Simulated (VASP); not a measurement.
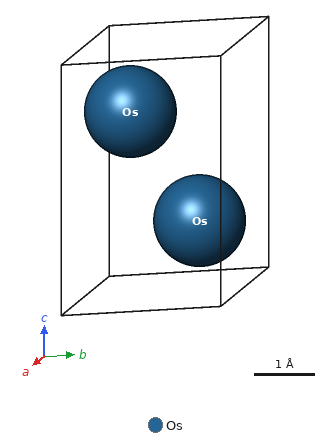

**Figure 1.** The starting structure (spheres-only view of the cell of the calculation, seen slightly off an axis). An atom can appear more than once, as a periodic image.

**Geometry relaxation of Os (part 1 of 2)**

The run: geometry relaxation of Os (P6₃/mmc, 2 atoms in the cell). Method and program: Kohn-Sham DFT of a periodic cell, PBE with D3(BJ), VASP PAW PBE potentials, recommended, no spin polarisation (VASP 6.6.1).

The structure derives from an entry of the Crystallography Open Database.

**OSZICAR**
```
N       E                     dE             d eps       ncg     rms          rms(c)
DAV:   1     0.120537388541E+03    0.12054E+03   -0.83235E+03  3240   0.144E+03
DAV:   2    -0.149464386121E+02   -0.13548E+03   -0.12264E+03  3388   0.419E+02
DAV:   3    -0.236924901921E+02   -0.87461E+01   -0.78855E+01  4032   0.866E+01
DAV:   4    -0.239360474416E+02   -0.24356E+00   -0.24142E+00  3420   0.158E+01
DAV:   5    -0.239388336203E+02   -0.27862E-02   -0.27848E-02  3880   0.139E+00    0.220E+01
RMM:   6    -0.228078455013E+02    0.11310E+01   -0.10253E+00  3240   0.967E+00    0.870E+00
RMM:   7    -0.224993234302E+02    0.30852E+00   -0.15217E+00  3262   0.882E+00    0.320E-01
RMM:   8    -0.225047142442E+02   -0.53908E-02   -0.13595E-01  3260   0.515E+00    0.171E+00
RMM:   9    -0.225095264376E+02   -0.48122E-02   -0.52359E-02  3307   0.164E+00    0.315E-01
RMM:  10    -0.225056512054E+02    0.38752E-02   -0.23985E-02  3240   0.222E+00    0.283E-01
RMM:  11    -0.225053222606E+02    0.32894E-03   -0.15069E-03  3256   0.481E-01    0.242E-01
RMM:  12    -0.225052868381E+02    0.35422E-04   -0.55421E-04  3242   0.157E-01    0.154E-01
RMM:  13    -0.225052904088E+02   -0.35706E-05   -0.66554E-05  3298   0.847E-02    0.430E-02
RMM:  14    -0.225052890965E+02    0.13123E-05   -0.18702E-05  3263   0.295E-02    0.735E-03
RMM:  15    -0.225052892766E+02   -0.18011E-06   -0.29927E-06  3302   0.152E-02    0.150E-02
RMM:  16    -0.225052888149E+02    0.46164E-06   -0.55437E-07  2615   0.589E-03    0.333E-03
RMM:  17    -0.225052887814E+02    0.33565E-07   -0.10281E-07  2105   0.339E-03
   1 F= -.23785059E+02 E0= -.23785441E+02  d E =-.237851E+02
       N       E                     dE             d eps       ncg     rms          rms(c)
DAV:   1    -0.225054425792E+02   -0.15376E-03   -0.16679E-02  3492   0.114E+00    0.679E-02
RMM:   2    -0.225052884436E+02    0.15414E-03   -0.15258E-04  3240   0.158E-01    0.345E-02
RMM:   3    -0.225052412762E+02    0.47167E-04   -0.10671E-04  3240   0.809E-02    0.614E-03
RMM:   4    -0.225052420350E+02   -0.75881E-06   -0.10127E-05  3311   0.350E-02    0.288E-03
RMM:   5    -0.225052420970E+02   -0.62000E-07   -0.14393E-06  3052   0.918E-03    0.949E-04
RMM:   6    -0.225052421138E+02   -0.16736E-07   -0.20409E-07  2186   0.441E-03
   2 F= -.23785015E+02 E0= -.23785421E+02  d E =0.435706E-04
       N       E                     dE             d eps       ncg     rms          rms(c)
DAV:   1    -0.225053913427E+02   -0.14925E-03   -0.64187E-03  3320   0.706E-01    0.422E-02
RMM:   2    -0.225053314859E+02    0.59857E-04   -0.58780E-05  3240   0.985E-02    0.215E-02
RMM:   3    -0.225053131245E+02    0.18361E-04   -0.41181E-05  3241   0.502E-02    0.384E-03
RMM:   4    -0.225053133838E+02   -0.25932E-06   -0.38594E-06  3307   0.217E-02    0.179E-03
RMM:   5    -0.225053133936E+02   -0.97486E-08   -0.54861E-07  2647   0.570E-03
   3 F= -.23785084E+02 E0= -.23785477E+02  d E =-.257070E-04
```

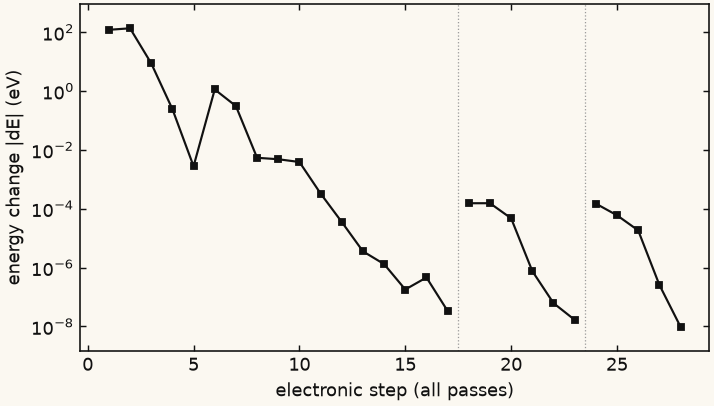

**Figure 2.** Convergence of the self-consistent field: energy change |dE| against the electronic step. Each stretch between dotted lines is the SCF of one geometry step of a relaxation. The 3 ionic steps take 5 to 17 electronic steps each. The density is held fixed in the first few steps, and dE rises again when its update begins.

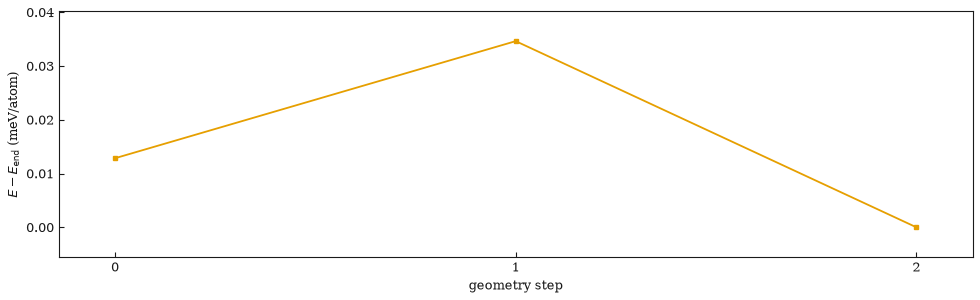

**Figure 3.** Progress of the relaxation, step by step (steps are counted from 0). Over 2 geometry steps the energy falls by next to nothing (0.0 meV per atom). All forces vanish by symmetry, so only the cell relaxes. No atom moves by more than 0.005 Å relative to the cell. The space group stays P6_3/mmc (No. 194). (Atoms are counted from 1 in the order of the input.)

**Parts of OUTCAR**
```
EDIFF = 1E-7
   EDIFFG = -0.01
   ENCUT = 600
   GGA = PE
   IBRION = 2
   ISIF = 4
   ISMEAR = 1
   IVDW = 12
   LASPH = True
   LREAL = False
   NELM = 80
   NSW = 40
   PREC = Accurate
 IVDW          = 12
 VDW_S6        =  1.00000000  s6, scaling of the dipole-dipole dispersion
 VDW_S8        =  0.78750002  s8, scaling of the dipole-quadrupole dispersion
 VDW_A1        =  0.42890000  a1, scaling of the critical radii
 VDW_A2        =  4.44070005  a2, offset of the critical radii
 VDW_RADIUS    = 50.20216178  two-body interaction cutoff (in Angstroms)
 VDW_CNRADIUS  = 21.16708996  CN, coordination number cutoff (in Angstroms)

 ion  position               nearest neighbor table
   1  0.333  0.667  0.250-   2 2.70   2 2.70   2 2.70   2 2.70   2 2.70   2 2.70
   2  0.667  0.333  0.750-   1 2.70   1 2.70   1 2.70   1 2.70   1 2.70   1 2.70

  LATTYP: Found a hexagonal cell.
 ALAT       =     2.7534740402
 C/A-ratio  =     1.5816112560

  Lattice vectors:

 A1 = (   2.7534740402,   0.0000000000,   0.0000000000)
 A2 = (  -1.3767370201,   2.3845784674,   0.0000000000)
 A3 = (   0.0000000000,   0.0000000000,   4.3549255351)

Analysis of symmetry for initial positions (statically):
=====================================================================
 Subroutine PRICEL returns:
 Original cell was already a primitive cell.

 Routine SETGRP: Setting up the symmetry group for a
 hexagonal supercell.

 Subroutine GETGRP returns: Found 24 space group operations
 (whereof 12 operations were pure point group operations)
 out of a pool of 24 trial point group operations.

The static configuration has the point symmetry D_3d.
 The point group associated with its full space group is D_6h.

Analysis of symmetry for dynamics (positions and initial velocities):
=====================================================================
 Subroutine PRICEL returns:
 Original cell was already a primitive cell.

 Routine SETGRP: Setting up the symmetry group for a
 hexagonal supercell.

 Subroutine GETGRP returns: Found 24 space group operations
 (whereof 12 operations were pure point group operations)
 out of a pool of 24 trial point group operations.

The dynamic configuration has the point symmetry D_3d.
 The point group associated with its full space group is D_6h.

 Subroutine INISYM returns: Found 24 space group operations
 (whereof 12 operations are pure point group operations),
 and found     1 'primitive' translations

----------------------------------------------------------------------------------------

                                     Primitive cell

  volume of cell :      28.5939

  direct lattice vectors                    reciprocal lattice vectors
     2.753474040  0.000000000  0.000000000     0.363177566  0.209680666  0.000000000
    -1.376737020  2.384578467  0.000000000     0.000000000  0.419361331  0.000000000
     0.000000000  0.000000000  4.354925535     0.000000000  0.000000000  0.229625051

  length of vectors
     2.753474040  2.753474040  4.354925535     0.419361331  0.419361331  0.229625051

  position of ions in fractional coordinates (direct lattice)
     0.333333333  0.666666667  0.250000000
     0.666666667  0.333333333  0.750000000

  ion indices of the primitive-cell ions
   primitive index   ion index
                 1           1
                 2           2

----------------------------------------------------------------------------------------

 KPOINTS: k-points

Automatic generation of k-mesh.
 Grid dimensions read from file:
 generate k-points for:   15   15    9

 Generating k-lattice:

  Cartesian coordinates                     Fractional coordinates (reciprocal lattice)
     0.024211838  0.013978711  0.000000000     0.066666667  0.000000000  0.000000000
     0.000000000  0.027957422  0.000000000     0.000000000  0.066666667  0.000000000
     0.000000000  0.000000000  0.025513895     0.000000000  0.000000000  0.111111111

  Length of vectors
     0.027957422  0.027957422  0.025513895

  Shift w.r.t. Gamma in fractional coordinates (k-lattice)
     0.000000000  0.000000000  0.000000000

 Subroutine IBZKPT returns following result:
 ===========================================

 Found    135 irreducible k-points:

 Following reciprocal coordinates:
            Coordinates               Weight
  0.000000  0.000000  0.000000      1.000000
  0.066667 -0.000000  0.000000      6.000000
  0.133333 -0.000000  0.000000      6.000000
  0.200000 -0.000000  0.000000      6.000000
  0.266667 -0.000000  0.000000      6.000000
  0.333333 -0.000000  0.000000      6.000000
  0.400000  0.000000  0.000000      6.000000
  0.466667  0.000000  0.000000      6.000000
  0.066667  0.066667  0.000000      6.000000
  0.133333  0.066667  0.000000     12.000000
  0.200000  0.066667  0.000000     12.000000
  0.266667  0.066667  0.000000     12.000000
  0.333333  0.066667  0.000000     12.000000
  0.400000  0.066667  0.000000     12.000000
  0.466667  0.066667  0.000000      6.000000
  0.133333  0.133333  0.000000      6.000000
  0.200000  0.133333  0.000000     12.000000
  0.266667  0.133333  0.000000     12.000000
  0.333333  0.133333  0.000000     12.000000
  0.400000  0.133333  0.000000     12.000000
  0.200000  0.200000  0.000000      6.000000
  0.266667  0.200000  0.000000     12.000000
  0.333333  0.200000  0.000000     12.000000
  0.400000  0.200000  0.000000      6.000000
 [... further k-points ...]
   k-points           NKPTS =    135   k-points in BZ     NKDIM =    135   number of bands    NBANDS=     12
   number of dos      NEDOS =    301   number of ions     NIONS =      2
   total plane-waves  NPLWV =  20736
   dimension x,y,z NGX =    24 NGY =   24 NGZ =   36
   dimension x,y,z NGXF=    48 NGYF=   48 NGZF=   72
   ions per type =               2
   NGX,Y,Z   is equivalent  to a cutoff of  14.49, 14.49, 13.74 a.u.
   NGXF,Y,Z  is equivalent  to a cutoff of  28.98, 28.98, 27.49 a.u.
 SYSTEM =  unknown system
   PREC   = accura    normal or accurate (medium, high low for compatibility)
   ISTART =      0    job   : 0-new  1-cont  2-samecut
   ICHARG =      2    charge: 1-file 2-atom 10-const
   ISPIN  =      1    spin polarized calculation?
   LNONCOLLINEAR =      F non collinear calculations
   LSORBIT =      F    spin-orbit coupling
   LASPH  =      T    aspherical Exc in radial PAW
   ENCUT  =  600.0 eV  44.10 Ry    6.64 a.u.   5.50  5.50  8.70*2*pi/ulx,y,z
   NELM   =     80;   NELMIN=  2; NELMDL= -5     # of ELM steps
   EDIFF  = 0.1E-06   stopping-criterion for ELM
   LREAL  =      F    real-space projection
   EDIFFG = -.1E-01   stopping-criterion for IOM
   NSW    =     40    number of steps for IOM
   IBRION =      2    ionic relax: 0-MD 1-quasi-New 2-CG
   NFREE  =      1    steps in history (QN), initial steepest desc. (CG)
   ISIF   =      4    stress and relaxation
   ISYM   =      2    0-nonsym 1-usesym 2-fastsym
   POTIM  = 0.5000    time-step for ionic-motion
   TEBEG  =    0.0;   TEEND  =   0.0 temperature during run
   PSTRESS=    0.0 pullay stress
   NELECT =      16.0000    total number of electrons
   NUPDOWN=      -1.0000    fix difference up-down
   EMIN   =  10.00;   EMAX   =-10.00  energy-range for DOS
   EFERMI =   0.00;   METHOD = LEGACY
   ISMEAR =     1;   SIGMA  =   0.10  broadening in eV -4-tet -1-fermi 0-gaus
   EFERMI_NEDOS =   21; number of points for ismear=-14 and -15
   IALGO  =     68    algorithm
   IMIX   =      4    mixing-type and parameters
     AMIX     =   0.40;   BMIX     =  1.00
     AMIX_MAG =   1.60;   BMIX_MAG =  1.00
  volume/ion in A,a.u.               =      14.30        96.48
  Fermi-wavevector in a.u.,A,eV,Ry     =   1.349037  2.549309 24.761237  1.819900
  Thomas-Fermi vector in A             =   2.476656
   LORBIT       =      0    0 simple, 1 ext, 2 COOP (PROOUT), +10 PAW based schemes
   GGA     = PE    functional components
   LHFCALC =     F    Hartree Fock is set to
   AEXX    =    0.0000 exact exchange contribution
   IVDW    =    12    specifies the selected vdW correction
   LEPSILON=     F    determine dielectric tensor
   LRPA    =     F    only Hartree local field effects (RPA)
 conjugate gradient relaxation of ions
 non-spin polarized calculation
 RMM-DIIS sequential band-by-band and
 Methfessel and Paxton  Order N= 1 SIGMA  =   0.10
  energy-cutoff  :      600.00
  volume of cell :       28.59
 maximum number of plane-waves:       984
 NGX is ok and might be reduce to    24
   NGX = 11   NGY = 11   NGZ = 17

--------------------------------------- Ionic step        1  -------------------------------------------

 number of electron      16.0000000 magnetization

 Free energy of the ion-electron system (eV)
  ---------------------------------------------------
  ext. energy  EPLUGINS =         0.00000000
  ---------------------------------------------------
  free energy    TOTEN  =       -22.50528878 eV
```
